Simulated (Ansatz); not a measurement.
Rb16H: several calculations on one system

Part 1: Relaxation

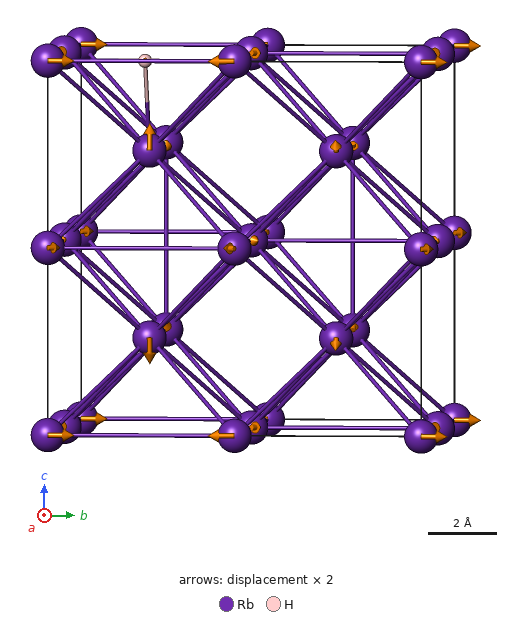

A relaxation of a defect cell of composition Rb16H. The starting structure is drawn; orange arrows show the displacements, magnified 2 times.

Style: ball-and-stick. Shown: the cell of the calculation, from a free direction.

It is an interstitial H in bcc Rb. The run prepares the start of a later molecular dynamics calculation, from a guessed geometry. The atoms of the start lie slightly off their symmetric places, so part of the fall in energy undoes that.

Method: DFT PBE, scalar-relativistic, plane waves, PAW in Ansatz 0.2.0. Settings: plane-wave cutoff 420 eV; k-point mesh 1 × 1 × 1; occupations fermi dirac; smearing width 0.1 eV; no spin polarisation; atoms relaxed in a fixed cell; force threshold 0.08 eV/Å; at most 25 steps.

Describe the change and its energy.

The largest move is that of a Rb atom, 0.41 Å roughly along +c. Largest moves by element: Rb 0.41 Å, H 0.05 Å. The lattice vectors keep their values. Some distances before and after: Rb–Rb 5.590 → 4.777 Å, Rb–Rb 4.841 → 4.445 Å, H–Rb 3.171 → 2.805 Å, Rb–Rb 5.590 → 5.229 Å. Among the angles between lasting bonds that change: Rb–H–Rb 102.9° → 105.8°. The energy falls by 0.216 eV per cell of the calculation in 5 geometry steps. Largest force component: 0.25 eV/Å at the start, 0.017 eV/Å at the end. Cost: 29 s on 2 threads of Arm Neoverse V1, with other jobs on the host, peak memory 0.82 GiB.

Part 2: Dynamics

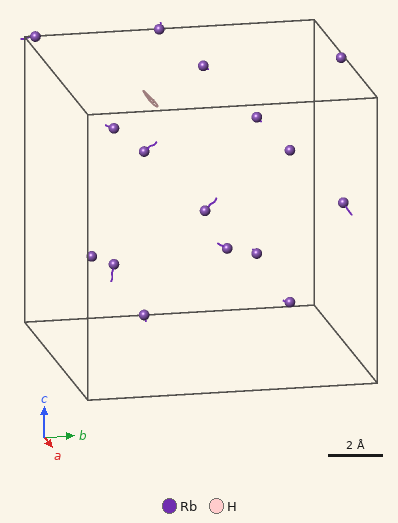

A Born-Oppenheimer molecular dynamics run of Rb with an interstitial H (17 atoms in the cell), 100 fs long. Lines trace each atom's path, in the colour of its element; spheres stand at the starting positions. Seen slightly off an axis in the simulation cell.

The calculation used DFT PBE, scalar-relativistic, plane waves, PAW (Ansatz 0.2.0). Settings: plane-wave cutoff 420 eV; k-point mesh 1 × 1 × 1; Fermi-Dirac smearing 0.1 eV; Nosé-Hoover thermostat (NVT); set temperature 900 K; time step 0.5 fs; thermostat time 5.0 fs.

Q: Describe the motion.

A: In the second half of the run the atoms are, in the root-mean-square, this far from where they began (common drift taken out): H 0.54 Å, Rb 0.39 Å. The run lasts only 100 fs, too short to tell vibration from diffusion. The mean temperature in the second half is 894 K (standard deviation 15 K). The potential energy is still drifting at the end, so the run hasn't reached equilibrium. The potential energy in the second half lies on average 28.6 meV per atom above the first frame. The conserved quantity stays between −0.00041 and 0.0035 meV per atom of its start. A straight-line fit has a slope that amounts to +0.00056 meV per atom over 100 fs (under 0.1 % of the mean kinetic energy), its mean offset in the second half is under 0.1 %, and the ripple about the line is under 0.1 % of the kinetic energy's fluctuation. With a drift under 2 % and a ripple under 7 %, the integration is accurate. The thermostat's time constant is so short that it disturbs the motion.

Cost: 8.6 min on 2 threads of Arm Neoverse V1 (shared host), peak memory 0.91 GiB.

Part 3: Dynamics

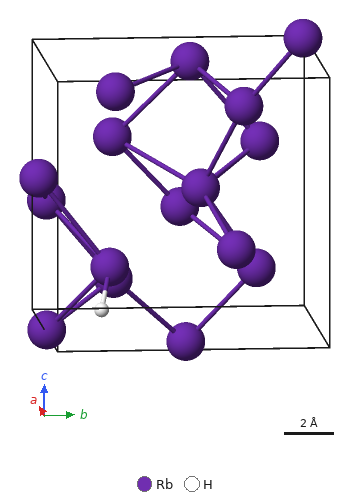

Starting frame of a dynamics run of Rb with an interstitial H (17 atoms in the cell). It starts from the last geometry of an earlier run, with fresh velocities. Style: ball-and-stick. Shown: the simulation cell, from a free direction. Bonds to atoms that aren't drawn are left out.

Computed with Ansatz 0.2.0, DFT PBE, scalar-relativistic, plane waves, PAW.

Input file:
```yaml
crystal:
  lattice:
    - [11.18, 0.0, 0.0]
    - [0.0, 11.18, 0.0]
    - [0.0, 0.0, 11.18]
  atoms:
    - { symbol: Rb, position: [-0.01691094, -0.01000811, -0.01195296] }
    - { symbol: Rb, position: [0.46032345, -0.00040659, 0.00374789] }
    - { symbol: Rb, position: [0.00738083, 0.46822696, 0.02497052] }
    - { symbol: Rb, position: [-0.02278802, 0.01813825, 0.48467454] }
    - { symbol: Rb, position: [0.31261062, 0.23062728, 0.21383508] }
    - { symbol: Rb, position: [0.48547999, 0.52804191, -0.0128076] }
    - { symbol: Rb, position: [0.56118294, 0.00746884, 0.46836062] }
    - { symbol: Rb, position: [0.73823024, 0.25730985, 0.18958306] }
    - { symbol: Rb, position: [0.00899924, 0.44669478, 0.52503548] }
    - { symbol: Rb, position: [0.19649835, 0.74532398, 0.26411991] }
    - { symbol: Rb, position: [0.25838726, 0.22188611, 0.74788249] }
    - { symbol: Rb, position: [0.45098284, 0.56405485, 0.52327867] }
    - { symbol: Rb, position: [0.76795588, 0.72486042, 0.24253513] }
    - { symbol: Rb, position: [0.79110708, 0.28299856, 0.83019357] }
    - { symbol: Rb, position: [0.24922381, 0.76288299, 0.72575537] }
    - { symbol: Rb, position: [0.75014541, 0.75128543, 0.77635054] }
    - { symbol: H, position: [0.9156422, 0.24376406, 0.0029839] }
basis:
  ecutwfc: 420.0
kpoints:
  mp_grid: { grid: [1, 1, 1] }
hamiltonian:
  xc: pbe
scf:
  occupations: { method: fermi_dirac, width: 0.1 }
  lower_state_search: "off"
md:
  timestep: 0.5
  n_steps: 300
  ensemble: nvt_langevin
  temperature: 1260.0
  initial_velocities: maxwell_boltzmann
  seed: 701781
  friction: 0.005
```

Run as
```bash
ansatz run input.yaml --threads 2 --pin off --max-ram 5120MiB --backend cpu --events-out ev --progress --plain --runs-dir out
```

### What does the trajectory do?

The mean temperature in the second half is 970 K (standard deviation 97 K). The potential energy is still drifting at the end, so the run hasn't reached equilibrium. The potential energy in the second half lies on average 42.7 meV per atom above the first frame. Root-mean-square distances from the starting positions over the second half, with the common drift of all atoms taken out: H 1.22 Å, Rb 0.61 Å. The run lasts only 150 fs, too short to tell vibration from diffusion.

Along the run (each row but the first and the last is the mean over the interval that it begins):

```csv
time (fs),potential energy (meV/atom),T (K)
0.0,0.0,1186
25.0,11.3,1276
50.0,13.2,1130
75.0,22.8,1069
100.0,46.3,967
125.0,58.5,877
150.0,60.6,798
```

The paths of the atoms:

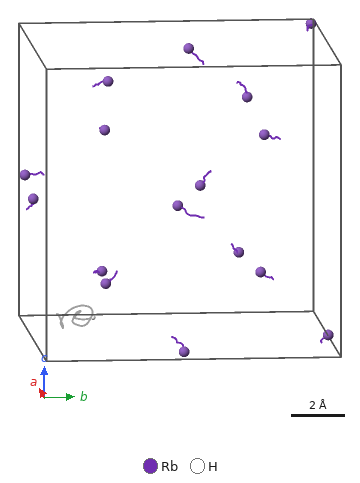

The run took 15 min on 2 threads of Arm Neoverse V1, with other jobs on the host, peak memory 0.9 GiB.
